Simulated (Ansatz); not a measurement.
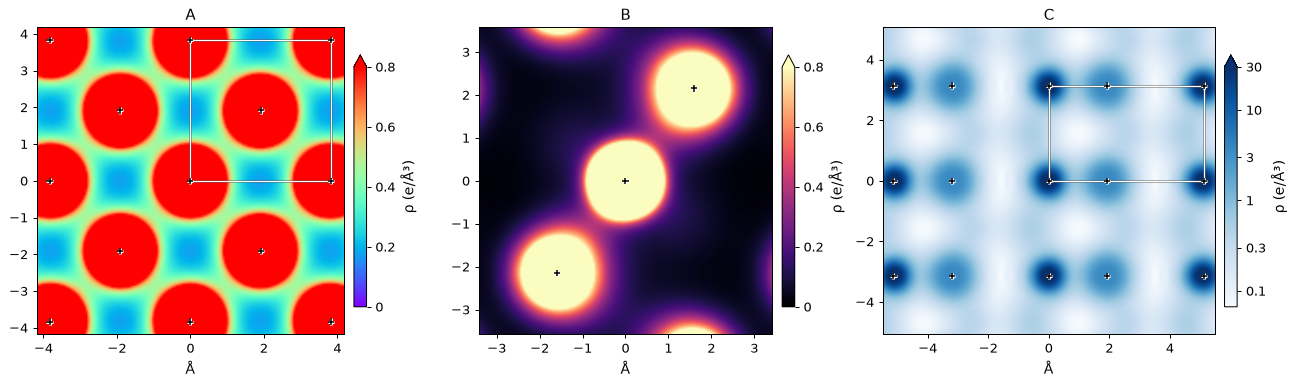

The valence electron density of 3 systems, each on a plane through atoms (crosses mark nuclei in the plane).

Level of theory: DFT, PBEsol, PAW with Ansatz's default frozen-core files, scalar-relativistic; relaxation of cell and atoms (Ansatz).

System 1: GaN, the (11̄0) plane of the conventional cell. Space group P6₃mc; computed pressure about 7 GPa in this cell.

System 2: Ir, the (010) plane of the conventional cell. Space group Fm-3m; computed without spin polarisation.

```cif
data_structure
_symmetry_space_group_name_H-M 'P 1'
_symmetry_Int_Tables_number 1
_cell_length_a 3.8310
_cell_length_b 3.8310
_cell_length_c 3.8310
_cell_angle_alpha 90.000
_cell_angle_beta 90.000
_cell_angle_gamma 90.000
_cell_volume 56.23
loop_
_atom_site_label
_atom_site_type_symbol
_atom_site_fract_x
_atom_site_fract_y
_atom_site_fract_z
_atom_site_occupancy
Ir1 Ir 0.00000 0.00000 0.00000 1
Ir2 Ir 0.50000 0.50000 0.00000 1
Ir3 Ir 0.50000 0.00000 0.50000 1
Ir4 Ir 0.00000 0.50000 0.50000 1
```

System 3: ZrSe₂, the (110) plane of the conventional cell. Space group P-3m1.

Question: Match each panel to its system.

Answer: Panel A is system 2, Ir: the plane holds Ir. Ir–Ir (2.71 Å): ρ is about 0.45 e/Å³ halfway. Panel B is system 3, ZrSe₂: the plane holds Zr and Se. Zr–Se (2.68 Å): ρ at the midpoint is about 0.4 e/Å³. Panel C is system 1, GaN: the plane holds Ga and N. Ga–N (1.93 Å): ρ is about 0.79 e/Å³ halfway.
